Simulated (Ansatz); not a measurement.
## Single-point calculation of WSi2

- system: WSi2 (P6₄22, 9 atoms in the cell)
- method: DFT PBEsol, scalar-relativistic, plane waves, PAW, no spin polarisation (Ansatz 0.2.0)

The structure was made by swapping elements on the sites of another compound; it need not be a known phase. It belongs to a series of runs on one base structure; here: Ta -> W on all its sites, cell and atoms relaxed. Figures and captions count atoms from 1; the log counts them from 0 in places.

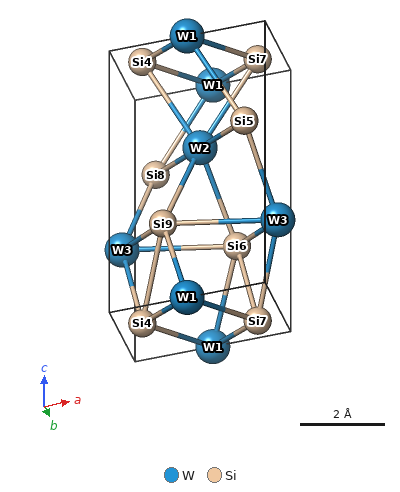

**Figure 1.** The structure as given in the input (ball-and-stick view of the cell of the calculation, seen at an oblique angle; atoms are numbered from 1 in the order of the input). An atom can appear more than once, as a periodic image.

### Results in brief

```csv
quantity,value
outcome,converged
space group (tolerance 0.01 Å),P6₄22 (181)
electrons treated,66
free energy,−34501.8224 eV
Fermi energy,16.983 eV
gap on the k-point mesh,none (metallic)
pressure,−5.66 GPa
largest force (length of the vector),0.525 eV/Å
hardware,"2 threads of Arm Neoverse V1, 24 GiB of memory available, shared host"
wall time,5.2 s (CPU time 10 s)
peak memory,0.39 GiB
```

### Notes

Spin–orbit coupling is left out, which matters for W.

### Input
```yaml
crystal:
  lattice:
    - [4.6956307207, 0.0, 0.0]
    - [-2.3478153603, 4.0665354909, 0.0]
    - [0.0, 0.0, 6.4661394188]
  atoms:
    - { symbol: W, position: [0.5, 0.0, 0.0] }
    - { symbol: W, position: [0.5, 0.5, 0.6666666667] }
    - { symbol: W, position: [0.0, 0.5, 0.3333333333] }
    - { symbol: Si, position: [0.1592827541, 0.3185655082, 0.0] }
    - { symbol: Si, position: [0.8407172459, 0.1592827541, 0.6666666667] }
    - { symbol: Si, position: [0.6814344918, 0.8407172459, 0.3333333333] }
    - { symbol: Si, position: [0.8407172459, 0.6814344918, 0.0] }
    - { symbol: Si, position: [0.1592827541, 0.8407172459, 0.6666666667] }
    - { symbol: Si, position: [0.3185655082, 0.1592827541, 0.3333333333] }
basis:
  ecutwfc: 420
kpoints:
  mp_grid: { grid: [6, 6, 4] }
hamiltonian:
  xc: pbesol
scf:
  occupations: { method: gaussian, width: 0.1 }
output:
  forces: true
  stress: true
  eigenvalues: true
```

Command:
```bash
ansatz run input.yaml --threads 2 --pin off --max-ram 5120MiB --backend cpu --events-out ev --progress --plain --runs-dir out
```

### Log
```
Engine: ansatz 0.2.0, aarch64-unknown-linux-gnu
Pseudopotentials: kind: paw
Pseudopotential: W, paw, valence charge 14, recommended cutoff 420 eV (normal), W.paw.azcp
Pseudopotential: Si, paw, valence charge 4, recommended cutoff 420 eV (normal), Si.paw.azcp
Functional definition: PBEsol
  exchange = pbesol_x
  correlation = pbesol_c
Crystal: 9 atoms, lattice volume = 123.471 Å³
Basis set: ecut = 420 eV, 2391 PW (Γ), exchange–correlation on 64×64×90 points (8 copies of the dense FFT grid, shifted against one another)
Bands: 42, of which v1, the nominal top of the filled ones, is band 33 counted from 1 (32 counted from 0)
Symmetry: 12 space group operations
Space group: P6422 (ITA 181), of the structure as read, at distance tolerance 5.0e-5 Å
k-points: 21 of 144 (time reversal used)
Non-local potential: W, projectors of the file, l = 0: 3, l = 1: 2, l = 2: 2, l = 3: 1
Non-local potential: Si, projectors of the file, l = 0: 2, l = 1: 2, l = 2: 2
PAW form: soft (Blöchl's): semilocal exchange-correlation on the pseudo side does not see the compensation charge
PAW frozen core: W, regenerated for the run's functional, and the local potential with it (the file was generated under x = pbe(κ = 0.804, μ = 0.2195149727645171), c = pbe(β = 0.06672455060314922))
PAW frozen core: Si, regenerated for the run's functional, and the local potential with it (the file was generated under x = pbe(κ = 0.804, μ = 0.2195149727645171), c = pbe(β = 0.06672455060314922))
PAW one-centre angular grid: W, 590 points (default); XC on 64 Gauss nodes
PAW one-centre angular grid: Si, 110 points (default); XC on 64 Gauss nodes
Initial density: superposition of atomic densities (neutral atoms: chi_scale 0, normalization atom), corrected by the library's trained network
Initial wavefunctions: pseudopotential atomic-orbital guess
Functional: x = pbesol(κ = 0.804, μ = 0.12345679012345678), c = pbesol(β = 0.046)
SCF iter   1: F=—  HF=-34501.854950 eV  |F-HF|=—  |Δ(HF+E_count)|=         —  Δρ=9.65e-3  dr2=1.65e-1  ethr=1.77e-3  ⟨swp⟩=7.0  Hψ=4047  notcnv=0
preconditioner: auto → Kerker (q_TF=auto, 2.458 Å⁻¹)  [metal: Δε(μ)=0.032 eV  Ē_g=7.429 eV  σ=0.100 eV  W_gap=0.17  n_scr=22 (ndim 8)  ℏωp=21.7 eV  f_vac=0.000  D(μ)=0.66/eV (n_scr^D=2)]
SCF iter   2: F=—  HF=-34501.829618 eV  |F-HF|=—  |Δ(HF+E_count)|=   2.53e-2  Δρ=4.87e-3  dr2=3.76e-2  ethr=2.50e-4  ⟨swp⟩=1.0  Hψ=1051  notcnv=0
preconditioner: auto → Resta (q_TF=auto, 2.458 Å⁻¹)  ε∞=9.5  [insulator: Δε(μ)=0.274 eV  Ē_g=7.444 eV  σ=0.100 eV  W_gap=0.59  n_scr=22 (ndim 8)  ℏωp=21.7 eV  f_vac=0.000  D(μ)=0.75/eV (n_scr^D=2)  ε∞_Penn≈9.5]
SCF iter   3: F=—  HF=-34501.822538 eV  |F-HF|=—  |Δ(HF+E_count)|=   7.08e-3  Δρ=6.01e-4  dr2=4.57e-4  ethr=5.69e-5  ⟨swp⟩=2.0  Hψ=1127  notcnv=0
automatic band count: iteration 3 solves 41 bands in place of 42: the levels show a gap, and the empty bands left out lie too high to hold charge; the band table lists the bands solved (type scf.n_extra_bands for more)
SCF iter   4: F=—  HF=-34501.822462 eV  |F-HF|=—  |Δ(HF+E_count)|=   7.64e-5  Δρ=8.09e-5  dr2=4.01e-6  ethr=6.93e-7  ⟨swp⟩=2.0  Hψ=1266  notcnv=0
SCF iter   5: F=—  HF=-34501.822441 eV  |F-HF|=—  |Δ(HF+E_count)|=   2.12e-5  Δρ=1.52e-5  dr2=2.35e-7  ethr=6.07e-9  ⟨swp⟩=2.8  Hψ=1538  notcnv=0
SCF iter   6: F=-34501.822441 eV  HF=-34501.822441 eV  |F-HF|=6.04e-10  |Δ(HF+E_count)|=   5.67e-8  Δρ=1.80e-6  dr2=2.39e-9  ethr=1.52e-10  ⟨swp⟩=9.4  Hψ=3629  notcnv=0
SCF 1 converged in 6 iterations: F = -34501.822441 eV  dr2 = 2.39e-9
  greatest PAW one-centre occupation: 1.000 electrons in one spin orbital (limit 2), on the W atom at site 1 (counted from 0), in its partial waves of l = 0
SCF converged after 6 iterations
Free energy (F): -34501.822441 eV
Harris-Foulkes:  -34501.822441 eV  (|F-HF|=6.04e-10)
Internal energy: -34501.818267 eV  (E = F + TS)
E sigma→0 (E₀):  -34501.820354 eV
Entropy (-TS):   -0.004174 eV (-0.464 meV/atom)
Fermi energy:    16.982795 eV
--- Per-component energies (eV) ---
  E_band       = -263.285299
  E_kinetic    = 1621.394181
  E_local      = -2883.384622  (includes V_loc(G=0)·N_el)
  E_nonlocal   = 160.493998
  E_hartree    = 1125.315755
  E_xc         = -1136.624055
  E_vxc        = -1013.974986  (∫ρ·V_xc dr)
  E_paw        = -28302.731554  (= ΣΔE_a)
  E_vpaw       = -398.443544  (= ΣTr[D̂ρ^β])
  E_aug_tail   = -0.000140  (compensation charges beyond the density's cutoff)
  E_ewald      = -5087.136570
  E_core_change = 0.854740  (= ΣΔE_core)
  E_smearing   = -0.004174  (= −TS)
  E_closure    = 0.000000  (closes the sum)
  Σ components = -34501.822441   (vs F -34501.822441, Δ=0.00e0)
--- Forces (eV/Å), atoms counted from 1 ---
  atom   1  W      0.00000000     0.00000000     0.00000000
  atom   2  W      0.00000000     0.00000000    -0.00000000
  atom   3  W     -0.00000000     0.00000000     0.00000000
  atom   4  Si     0.00000000     0.52549197     0.00000000
  atom   5  Si    -0.45508940     0.26274599    -0.00000000
  atom   6  Si    -0.45508940    -0.26274599     0.00000000
  atom   7  Si    -0.00000000    -0.52549197    -0.00000000
  atom   8  Si     0.45508940    -0.26274599     0.00000000
  atom   9  Si     0.45508940     0.26274599    -0.00000000
  max |Σ_I F_I| component: 3.33e-16 eV/Å
--- Stress (GPa, compression-positive) ---
       -9.189492       0.000000       0.000000
        0.000000      -9.189492       0.000000
        0.000000       0.000000       1.386561
  P = ⅓ Tr σ = -5.6641 GPa (-56.641 kbar)
--- Band table (eV; the first three rows and the last of 21) ---
  k-point 0: bands = ["-57.3734", "-57.3608", "-57.3608", "-21.7809", "-21.7809", "-21.7512", "-21.7363", "-21.7363", "-21.7065", "-21.6138", "-21.6138", "-21.5978", "2.2958", "5.7222", "5.7222", "9.1653", "9.8791", "9.8791", "10.1394", "10.1394", "11.1035", "11.9433", "11.9433", "12.2723", "13.1820", "13.1820", "13.2251", "13.2251", "13.4040", "13.4040", "13.4949", "14.3342", "16.1930", "18.7894", "18.7894", "19.0664", "19.2016", "19.3759", "19.3759", "19.4315", "19.8022"]
  k-point 1: bands = ["-57.3723", "-57.3650", "-57.3578", "-21.7916", "-21.7671", "-21.7663", "-21.7493", "-21.7029", "-21.6924", "-21.6499", "-21.6110", "-21.5870", "2.5453", "4.3787", "7.0615", "9.3739", "9.7518", "9.8352", "10.3056", "10.6283", "10.8419", "11.0830", "11.2907", "11.6631", "12.8680", "13.2728", "13.3029", "13.4900", "13.6311", "13.6891", "14.2795", "14.7432", "16.7613", "18.1328", "18.9668", "19.1682", "19.3318", "19.3798", "19.4200", "19.4708", "19.5331"]
  k-point 2: bands = ["-57.3692", "-57.3692", "-57.3567", "-21.7955", "-21.7781", "-21.7532", "-21.7532", "-21.6839", "-21.6839", "-21.6462", "-21.6462", "-21.5772", "3.2673", "3.2673", "7.9050", "9.4656", "9.6092", "9.8842", "9.8842", "10.8324", "10.8324", "10.9697", "10.9697", "11.5810", "12.9103", "12.9433", "12.9433", "13.2427", "13.8548", "14.0543", "14.0543", "16.5480", "16.5480", "18.8807", "18.8807", "18.9846", "19.0918", "19.4630", "19.4630", "19.5376", "19.5598"]
  k-point 20: bands = ["-57.3691", "-57.3629", "-57.3629", "-21.7968", "-21.7968", "-21.7795", "-21.7287", "-21.7161", "-21.7161", "-21.6118", "-21.6118", "-21.5785", "5.3251", "5.3251", "5.9555", "6.7820", "6.7820", "7.8154", "10.4906", "10.9653", "10.9653", "11.3754", "12.8510", "12.8510", "13.2215", "13.2567", "13.2567", "13.3755", "14.7453", "14.7453", "15.2981", "15.2981", "16.4160", "17.4744", "17.4744", "17.6727", "18.4912", "18.4912", "18.9762", "19.3303", "19.3303"]
```

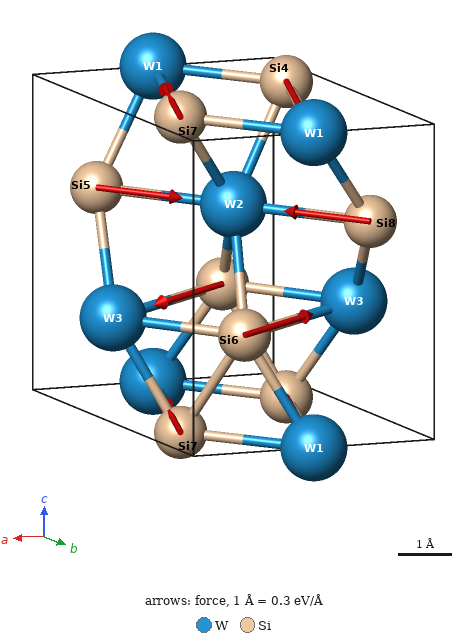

**Figure 2.** Forces on the atoms as red arrows (ball-and-stick view of the cell of the calculation, seen at an oblique angle; atoms are numbered from 1 in the order of the input). The largest act on all 6 Si atoms (0.53 eV/Å). The geometry is not a stationary point of this energy.

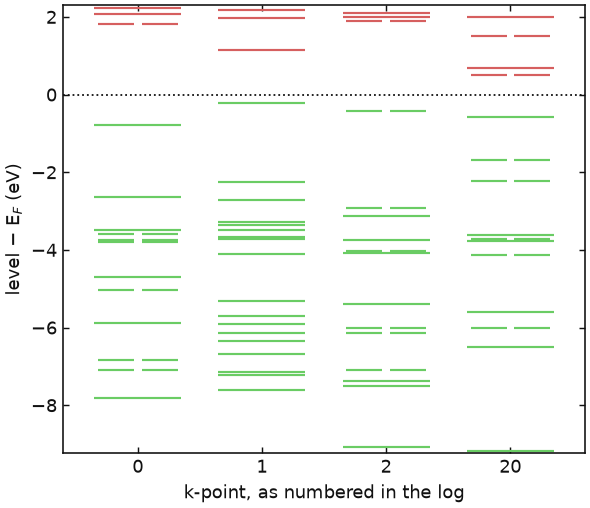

**Figure 3.** Kohn–Sham levels near the Fermi level (dotted) at the few k-points that the log prints; levels within 0.02 eV of each other stand side by side. The system is metallic on the full mesh.
